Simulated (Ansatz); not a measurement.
**Ge_Si in SiO2 (P3_121): charge-transition levels and formation energies**

Aim: at which Fermi levels does Ge_Si in SiO2 (P3_121) change its charge? The model is a cell of 72 host atoms with 1 Si taken out and 1 Ge put in.

Main program and level: Ansatz 0.2.0; place-levels on r2SCAN runs: charge-transition levels and formation energies with image-charge correction and potential alignment at the atomic sites; PAW set soft_1.

**1. Set-up**

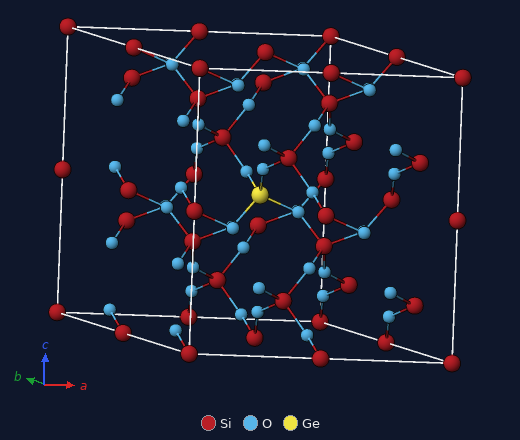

Start, viewed slightly off an axis; silicon red, oxygen blue, germanium yellow. Bonds to atoms that aren't drawn are left out. Some periodic images of atoms are drawn too.

The cell holds 72 atoms: 23 Si, 48 O and 1 Ge. Cell: a = 9.842 Å, b = 9.842 Å, c = 10.833 Å, α = 90.0°, β = 90.0°, γ = 120.0°. It derives from SiO2 (space group P3_121). Nearest the centre at fractional (0.266, 0.266, 0.500): Ge10 at 0.00 Å, O9 at 1.61 Å, O14 at 1.61 Å, O16 at 1.62 Å, O4 at 1.62 Å, Si30 at 3.06 Å, Si38 at 3.06 Å, Si12 at 3.06 Å.

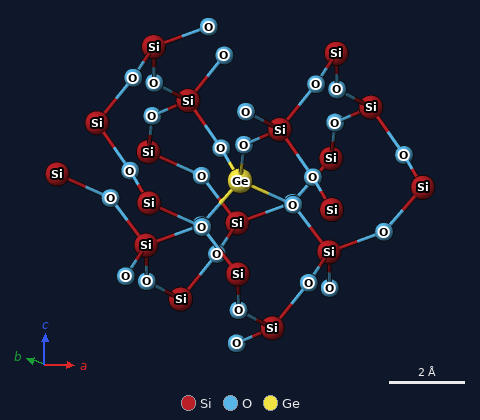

The atoms within 5 Å of the centre.

Known beforehand: the electronic dielectric constant, (2.49, 2.49, 2.52), and the static one, (4.64, 4.64, 4.86), computed on the host (DFPT, PBEsol, on the r2SCAN cell), and a cell off the functional's own equilibrium shifts the ionic part.

The cell's shortest repeat is 9.8 Å.

**2. Charge states**

A transition level is the Fermi level at which two charge states cost the same, so each charge needs its own total energy, at its own relaxed structure.

Each atom starts 0.05 Å or so off its site in a random direction: a symmetric start keeps its symmetry, and would miss off-centre moves and Jahn–Teller distortions. Forces are taken at one point at (¼, ¼, ¼). The cell holds 1 electron more than the neutral one, with a uniform background that keeps it neutral on the whole. The electron count is odd, so at least one spin is unpaired; this run locks the moment at 1 μB.

The sampling was tested on the host first: at the k-points planned (1x1x1 shifted 0.25 0.25 0.25) its energy lies 0.000 eV an atom from the dense-mesh value, under the bound of 0.02 eV set for this test; that bounds the host's error, not the defect's.

One of the inputs; charge, spin and start change from state to state.

qm1_M1.relax/input.yaml reads:

```yaml
crystal:
  lattice:
    - [9.84220413, 0.0, 0.0]
    - [-4.92110207, 8.52359881, 0.0]
    - [0.0, 0.0, 10.83306953]
  atoms:
    - { symbol: Si, position: [0.26551436, 0.26551436, 0.0] }
    - { symbol: Si, position: [0.0, 0.23448564, 0.33333333] }
[... 1 atom line left out ...]
    - { symbol: O, position: [0.13451903, 0.2066065, 0.39229212] }
[... 1 atom line left out ...]
    - { symbol: O, position: [0.07208747, 0.36548097, 0.22562545] }
[... 1 atom line left out ...]
    - { symbol: O, position: [0.36548097, 0.07208747, 0.27437455] }
    - { symbol: O, position: [0.42791253, 0.2933935, 0.44104122] }
    - { symbol: Ge, position: [0.26551436, 0.26551436, 0.5] }
[... 1 atom line left out ...]
    - { symbol: Si, position: [0.23448564, 0.0, 0.66666667] }
[... 1 atom line left out ...]
    - { symbol: O, position: [0.2933935, 0.42791253, 0.55895878] }
    - { symbol: O, position: [0.07208747, 0.36548097, 0.72562545] }
    - { symbol: O, position: [0.2066065, 0.13451903, 0.60770788] }
    - { symbol: O, position: [0.36548097, 0.07208747, 0.77437455] }
[... 8 atom lines left out ...]
    - { symbol: O, position: [0.36548097, 0.57208747, 0.27437455] }
[... 3 atom lines left out ...]
    - { symbol: Si, position: [0.23448564, 0.5, 0.66666667] }
[... 1 atom line left out ...]
    - { symbol: O, position: [0.2933935, 0.92791253, 0.55895878] }
[... 1 atom line left out ...]
    - { symbol: O, position: [0.2066065, 0.63451903, 0.60770788] }
    - { symbol: O, position: [0.36548097, 0.57208747, 0.77437455] }
[... 2 atom lines left out ...]
    - { symbol: Si, position: [0.5, 0.23448564, 0.33333333] }
[... 3 atom lines left out ...]
    - { symbol: O, position: [0.57208747, 0.36548097, 0.22562545] }
[... 2 atom lines left out ...]
    - { symbol: O, position: [0.92791253, 0.2933935, 0.44104122] }
[... 5 atom lines left out ...]
    - { symbol: O, position: [0.57208747, 0.36548097, 0.72562545] }
[... 20 atom lines left out ...]
    - { symbol: O, position: [0.92791253, 0.7933935, 0.94104122] }
  host:
    repeats: [2, 2, 2]
    atoms:
      - { symbol: Si, position: [0.53102872, 0.53102872, 0.0] }
      - { symbol: Si, position: [0.0, 0.46897128, 0.66666667] }
      # ... 7 more atoms of the perfect host
total_charge: -1
basis:
  ecutwfc: 500
  xc_grid: 2
hamiltonian:
  xc: r2scan
  pseudopotentials: { kind: paw, azcp: { folder: soft_1 } }
kpoints:
  mp_grid: { grid: [1, 1, 1], shift: [0.25, 0.25, 0.25] }
magnetization:
  spin_polarized: true
  initial_magnetization: 1
  spin_locking: { lock_magnetization: hard }
scf:
  occupations: { method: fixed }
  max_iter: 100
output:
  forces: true
  charged_corrections:
    epsilon: [2.49, 2.49, 2.52]
    static_epsilon: [4.64, 4.64, 4.86]
    defect_position: [0.265514, 0.265514, 0.5]
relax:
  f_tol: 0.02
  max_steps: 80
  random_displacement: { amplitude: 0.05, seed: 8218 }
checkpoint:
  write: "../qm1_M1.relax.run"
  compress: false
  write_wavefunctions: true
  write_every: 100000
```

Run with:

```sh
$ ansatz run input.yaml --threads 8 --pin off --max-ram 22609MiB --backend cpu --events-out ev --progress --plain --runs-dir out
```

Defect states can disperse in a cell of this size, so the energy is taken again at a 2×2×2 shifted mesh, on the relaxed structure.

The run of this state that the levels use, under r2SCAN:

qm1_M1.point/input.yaml reads:

```yaml
crystal:
  checkpoint: "../qm1_M1.relax.run"
  host: checkpoint
total_charge: -1
basis:
  ecutwfc: 500
  xc_grid: 2
hamiltonian:
  xc: r2scan
  pseudopotentials: { kind: paw, azcp: { folder: soft_1 } }
kpoints:
  mp_grid: { grid: [2, 2, 2], shift: [0.5, 0.5, 0.5] }
magnetization:
  spin_polarized: true
  initial_magnetization: 1
  spin_locking: { lock_magnetization: hard }
scf:
  occupations: { method: fermi_dirac, width: 0.01 }
  max_iter: 100
output:
  forces: true
  eigenvalues: true
  charged_corrections:
    epsilon: [2.49, 2.49, 2.52]
    static_epsilon: [4.64, 4.64, 4.86]
    defect_position: [0.265514, 0.265514, 0.5]
  eigenstates: { localisation: true }
  populations: true
  efg: {}
  band_densities: [{ bands: [v1, v1] }, { bands: [c1, c1] }]
  write_density: true
  write_potential: true
  volumetric_format: npy
  elf: true
checkpoint:
  read: "../qm1_M1.relax.run"
  write: "../qm1_M1.point.run"
  compress: false
  write_wavefunctions: false
  write_every: 100000
```

Relaxations under r2SCAN at one point at (¼, ¼, ¼); times on 8 threads of Arm Neoverse V2, shared host:

| charge | moment (μB) | occupations | outcome | steps | largest displacement against the far atoms (Å) | time |
| --- | --- | --- | --- | --- | --- | --- |
| −1 | 1 | fixed | converged | 13 | 0.64 | 5.1 min |
| 0 | 0 | fixed | converged | 5 | 0.18 | 63 s |
| +1 | 1 | fixed | converged | 8 | 0.18 | 4.1 min |

Single points under r2SCAN at a 2×2×2 shifted mesh; times on 8 threads of Arm Neoverse V2, shared host:

| charge | moment (μB) | occupations | outcome | time |
| --- | --- | --- | --- | --- |
| −1 | 1 | fermi-dirac | converged | 2.5 min |
| 0 | 0 | fermi-dirac | converged | 62 s |
| +1 | 1 | fermi-dirac | converged | 3.7 min |

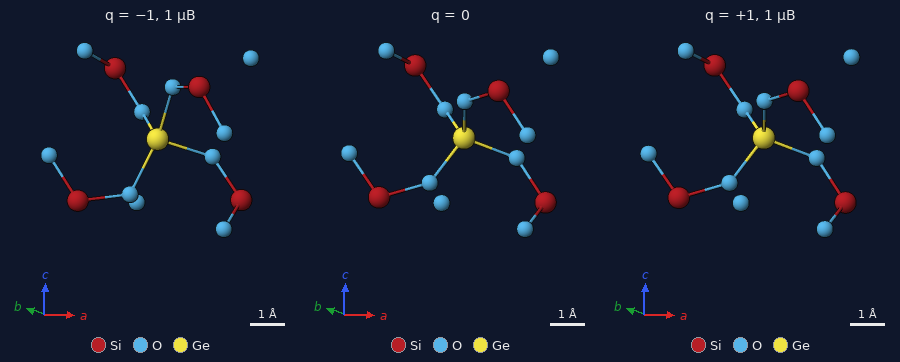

The structures near the centre after relaxation with r2SCAN, by charge. Bonds to atoms that aren't drawn are left out.

Distances (Å) from Ge10 to the nearest atoms after relaxation with r2SCAN:

| charge | moment (μB) | 1. | 2. | 3. | 4. | 5. | 6. |
| --- | --- | --- | --- | --- | --- | --- | --- |
| −1 | 1 | O 1.81 | O 1.81 | O 1.88 | O 1.88 | Si 3.06 | Si 3.06 |
| 0 | 0 | O 1.73 | O 1.73 | O 1.73 | O 1.73 | Si 3.10 | Si 3.10 |
| +1 | 1 | O 1.73 | O 1.73 | O 1.73 | O 1.73 | Si 3.10 | Si 3.10 |

**3. Levels against the band edges, r2SCAN**

A charged cell interacts with its images and the background, and its potential has another zero than the host's. place-levels removes the first by a point-charge model, screened by the static dielectric constant since the ions have relaxed around the charge, and the second by comparing potentials at atoms far from the defect.

The host is a run of the defect-free crystal in the same cutoffs, grids and k-points, so that basis and sampling errors cancel in part in the differences. The host is run in a cell of 9 atoms on a matching mesh. Its band edges are searched through the zone by a band path, so the gap is smaller than, or equal to, that on the mesh. Chemical potentials are energies per atom of Si (diamond) and Ge (diamond), run with the same functional and cutoff.

levels.point.yaml reads:

```yaml
host:
  run: host.point.run
states: [qm1_M1.point.run, q0.point.run, qp1_M1.point.run]
geometry_from:
  qm1_M1.point.run: qm1_M1.relax.run
  q0.point.run: q0.relax.run
  qp1_M1.point.run: qp1_M1.relax.run
  host.point.run: host.relax.run
chemical_potentials:
  Si:
    energy: -639.06578
    dataset: <sha256 of the dataset>
  Ge:
    energy: -4302.915218
    dataset: "<sha256 of the dataset>"
epsilon: [2.49, 2.49, 2.52]
static_epsilon: [4.64, 4.64, 4.86]
vertical:
  - { from: qm1_M1.point.run, to: qm1_M1.point_neutral.run }
  - { from: qp1_M1.point.run, to: qp1_M1.point_neutral.run }
```

Run with:

```sh
$ ansatz place-levels levels.point.yaml -- --threads 8 --pin off --max-ram 22609MiB
```

Numbers of over 12 decimals in the logs are rounded to 6 here.

The program printed:

```text
[... repeated set-up lines and file paths are left out, and long positions are rounded to six places ...]
(+1/0) 0.000 eV above the valence edge (-0.274 eV without the band-filling correction), 6.602 eV under the conduction edge
(0/-1) 6.241 eV above the valence edge, 0.361 eV under the conduction edge
formation energy of charge +1: +3.906 eV with the Fermi level at the valence edge
formation energy of charge 0: +3.906 eV with the Fermi level at the valence edge
formation energy of charge -1: +10.147 eV with the Fermi level at the valence edge
vertical -1 to 0: no energy, since no alignment is typed
  the change from vertical[0].from (qm1_M1.point.run) to vertical[0].to (qm1_M1.point_neutral.run): by its potential at epsilon [2.49, 2.49, 2.52] it stands at 0.203 0.202 0.500, with an rms radius of about 1.4 Å (0.5 0.5 1.2 Å across the planes of the cell's [...]
vertical +1 to 0: no energy, since no alignment is typed
  the change from vertical[1].from (qp1_M1.point.run) to vertical[1].to (qp1_M1.point_neutral.run): by its potential at epsilon [2.49, 2.49, 2.52] it stands at 0.804 0.733 0.980, with an rms radius of about 6.4 Å (3.0 3.4 4.6 Å across the planes of the cell's [...]
  edges by r2scan, gap 6.602 eV; the host is sampled to repeats of 19.68 Å
  the defect's cells are sampled to repeats of 19.68 Å, like sampling
  charge +1: -46384.0828 eV with its correction of +0.315 eV, at epsilon [4.64, 4.64, 4.86], aligned at sites: -0.1329 eV, mean over 31 atomic sites at or beyond 4.92 Å from the defect at [0.2655, 0.2655, 0.5000], with +0.000000 for the charge's moments and [...]
  states[2] (qp1_M1.point.run): levels filled in part (TS 0.013 eV): its energy is of no whole electron's
  charge 0: +0.000 eV for its dipole among its images, +0.000 omitted
  charge -1: -46374.0952 eV with its correction of +0.307 eV, at epsilon [4.64, 4.64, 4.86], aligned at sites: +0.1409 eV, mean over 31 atomic sites at or beyond 4.92 Å from the defect at [0.2655, 0.2655, 0.5000], with +0.000000 for the charge's moments and [...]
  of states[2] (qp1_M1.point.run): it parts from the run at its places by a charge that spreads by about 4.6 Å along one vector (1.9 Å or more is wide), by its potential at epsilon [2.49, 2.49, 2.52], taken for that of held ions (one typed too small widens [...]
  of states[1] (q0.point.run): its displacements don't fall off away from the defect: farther atoms stand 0.026 Å off the host's places. [...]
  of states[0] (qm1_M1.point.run): its alignment with the host at atomic sites is doubtful: the mean over the far sites moves by -0.0657 eV from their farther parts to their nearer, more than 0.05 eV. [...]
  of vertical[0].from (qm1_M1.point.run): stability_check_not_made
  vertical[1].from (qp1_M1.point.run): levels filled in part (TS 0.013 eV): its energy is of no whole electron's
  of vertical[1].from (qp1_M1.point.run): its displacements don't fall off away from the defect: farther atoms stand 0.028 Å off the host's places. [...]
  of vertical[1].to (qp1_M1.point_neutral.run): its displacements don't fall off away from the defect: farther atoms stand 0.028 Å off the host's places. [...]
```

The job ended after 0.45 s (8 threads of Arm Neoverse V2, shared host).

Levels between the charges placed, in eV above the valence top:

|  | gap (eV) | (+1/0) | (0/−1) |
| --- | --- | --- | --- |
| r2SCAN | 6.60 | 0.00 | 6.24 |

Corrections by state:

| charge | moment (μB) | image terms and alignment (eV) | band filling (eV) | ε used | over the lowest of its charge, as the program ranks them, band filling apart (eV) |
| --- | --- | --- | --- | --- | --- |
| +1 | 1.0 | 0.315 | -0.274 | principal values (4.64, 4.64, 4.86) | 0.000 |
| 0 | 0.0 | 0.000 | - | - | 0.000 |
| −1 | 1.0 | 0.307 | - | principal values (4.64, 4.64, 4.86) | 0.000 |

The charged structures listed were also run neutral, and place-levels reads from each pair, by the potential or the spins, how wide the charge is by which they differ; that can be the carrier of either run.

| charge | rms radius (Å) | spread where it is widest against the cell (Å) | wide from (Å) | reading |
| --- | --- | --- | --- | --- |
| +1 | 6.4 | 4.56 | 1.88 | wide |
| −1 | 1.4 | 1.22 | 1.88 | narrow |

The neutral runs of these pairs need not share the spin of the lowest neutral state, and very wide values only mean spread over the cell.

From the program's caveats on the states, each cut to its opening words:

- charge +1 (1 μB): it parts from the run at its places by a charge that spreads by about 4.6 Å along one vector (1.9 Å or more is wide), by its potential at epsilon [2.49, 2.49, [...]
- charge +1 (1 μB): a band-filling correction moves a carrier to the host's band edge, which changes its energy by -0.274 eV
- charge +1 (1 μB): its alignment with the host at atomic sites is doubtful: the mean over the far sites moves by +0.0719 eV from their farther parts to their nearer, more than [...]
- charge +1 (1 μB): its displacements don't fall off away from the defect: farther atoms stand 0.028 Å off the host's places
- charge +1 (1 μB), −1 (1 μB): flagged: stability check not made
- charge 0: its displacements don't fall off away from the defect: farther atoms stand 0.026 Å off the host's places
- charge −1 (1 μB): its alignment with the host at atomic sites is doubtful: the mean over the far sites moves by -0.0657 eV from their farther parts to their nearer, more than [...]

The host's formation energy from the elements is -3.018 eV per atom; it sets how far the chemical potentials can move.

Limit set by the element alone; other compounds of these elements are not counted. Chemical potentials from the elements' reference states: O 0.00 eV, Si -9.06 eV, Ge 0.00 eV. Formation energies (O-rich), with the Fermi level at the valence top and at the conduction bottom (gap 6.60 eV):

| charge | at valence top (eV) | at conduction bottom (eV) | correction included (eV) |
| --- | --- | --- | --- |
| +1 | -5.15 | 1.45 | 0.04 |
| 0 | -5.15 | -5.15 | 0.00 |
| −1 | 1.09 | -5.51 | 0.31 |

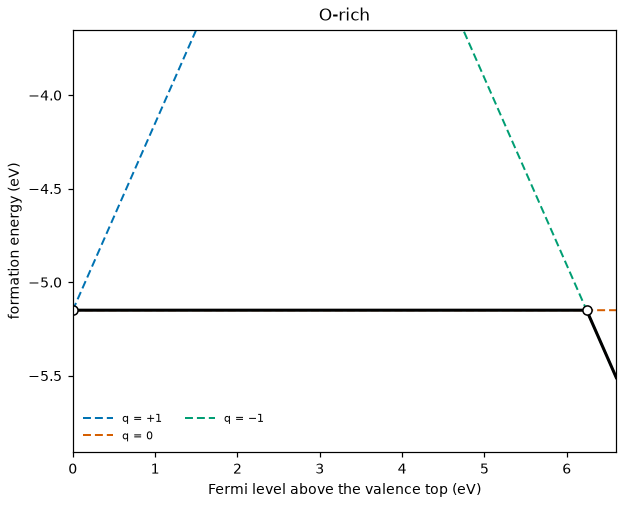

Formation energy against Fermi level; the thick line follows the lowest charge state and circles mark the transition levels.

Limit set by the element alone; other compounds of these elements are not counted. Chemical potentials from the elements' reference states: Si 0.00 eV, O -4.53 eV, Ge 0.00 eV. Formation energies (Si-rich), with the Fermi level at the valence top and at the conduction bottom (gap 6.60 eV):

| charge | at valence top (eV) | at conduction bottom (eV) | correction included (eV) |
| --- | --- | --- | --- |
| +1 | 3.91 | 10.51 | 0.04 |
| 0 | 3.91 | 3.91 | 0.00 |
| −1 | 10.15 | 3.55 | 0.31 |

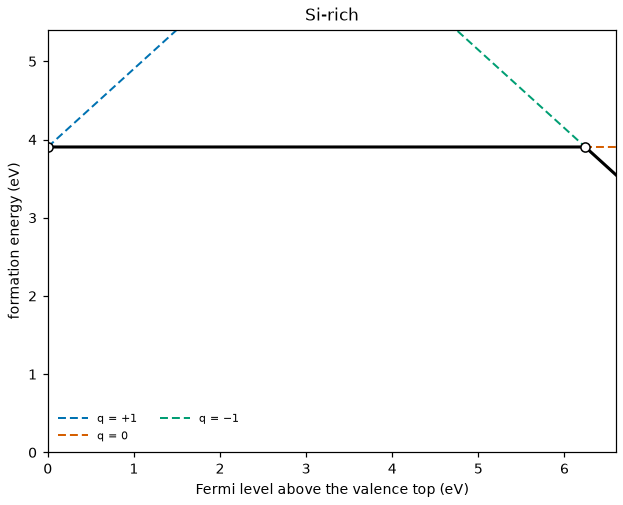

Formation energy against Fermi level; the thick line follows the lowest charge state and circles mark the transition levels.

**4. Effect of the sampling**

The relaxations' own energies give the levels at their sampling, for comparison.

levels.relax_mesh.yaml reads:

```yaml
host:
  run: host.relax.run
states: [qm1_M1.relax.run, q0.relax.run, qp1_M1.relax.run]
chemical_potentials:
  Si:
    energy: -639.06578
    dataset: <sha256 of the dataset>
  Ge:
    energy: -4302.915218
    dataset: "<sha256 of the dataset>"
```

Run with:

```sh
$ ansatz place-levels levels.relax_mesh.yaml -- --threads 8 --pin off --max-ram 22609MiB
```

The program printed:

```text
[...]
(0/-1) 6.242 eV above the valence edge, 0.360 eV under the conduction edge
formation energy of charge +1: +3.904 eV with the Fermi level at the valence edge
formation energy of charge 0: +3.904 eV with the Fermi level at the valence edge
formation energy of charge -1: +10.146 eV with the Fermi level at the valence edge
  edges by r2scan, gap 6.602 eV; the host is sampled to repeats of 14.64 Å
[... the lines on each state left out ...]
```

It took 0.15 s on 8 threads.

Levels between neighbouring charges, in eV above the valence top:

|  | gap (eV) | (+1/0) | (0/−1) |
| --- | --- | --- | --- |
| one point at (¼, ¼, ¼) | 6.60 | 0.00 | 6.24 |
| a 2×2×2 shifted mesh | 6.60 | 0.00 | 6.24 |

Going from one point at (¼, ¼, ¼) to a 2×2×2 shifted mesh moves the levels that carry no band-filling term by up to 0.00 eV and formation energies against the elements by up to 0.00 eV; band-filling terms, which differ between samplings, are in these energies.

**5. Outcome**

```json
{"gap of the host": "6.60 eV (r2SCAN)", "level (plus 1/0)": "0.00 eV above the valence top (-0.27 eV above the valence top without the band-filling term)", "level (0/minus 1)": "6.24 eV above the valence top", "lowest of the charges placed, just above the valence top (0.02 eV)": "0", "lowest of the charges placed, just below the conduction bottom (0.02 eV)": "−1", "lowest formation energy at mid-gap of the charges run, O-rich": "-5.15 eV", "lowest formation energy at mid-gap of the charges run, Si-rich": "3.91 eV"}
```

**Reading.** Of the charges placed (−1, 0 and +1), the lowest changes at 6.24 eV (0/−1) above the valence top, in a gap of 6.60 eV. Charges below −1 were not placed, so these runs say nothing of levels that involve them. States placed: +1 at 1 μB; 0 at 0 μB; −1 at 1 μB. Other spin states or structures, where not listed, weren't placed. The program finds carriers beyond a band edge of the host and adds a band-filling term at charge +1 (-0.27 eV); steps to such a charge show no bound level, and a defect level inside a band would be read the same way. Ge is taken at its element; compounds, which aren't counted here, bound the chemical potentials and would shift these formation energies. The lowest formation energy (O-rich) is negative across the gap, so the defect would form by itself: these chemical potentials lie beyond what competing compounds allow, or the host is unstable against it. Going from one point at (¼, ¼, ¼) to a 2×2×2 shifted mesh moves the levels that carry no band-filling term by up to 0.00 eV and formation energies against the elements by up to 0.00 eV; band-filling terms, which differ between samplings, are in these energies. The program doubts the alignment of potentials for at least one state, a sign that the cell is small. Limits: r2SCAN makes the gap too small and tends to spread out bound carriers; where a gas molecule sets a chemical potential or the host's formation energy, its binding is uncorrected.

[Logs are printed without paths, hosts, clocks, repeated set-up lines and the standing remarks that a program may print on its own settings, such as how far it seeks lower states.]

[Hosts, paths, dates, database ids (printed as entryN), source tags and the programs' standing remarks are cut or masked in the printed files.]

[Where a table of states has a column of steps, it counts the stored structures, which are thinned; the runs took as many ionic steps or more.]

[A defect's name tells the site on which it was built; relaxed atoms can leave that site.]

[For some hosts the program warned that the k-mesh of the response run may be too coarse for force constants and the static dielectric constant; such warnings are not shown here.]
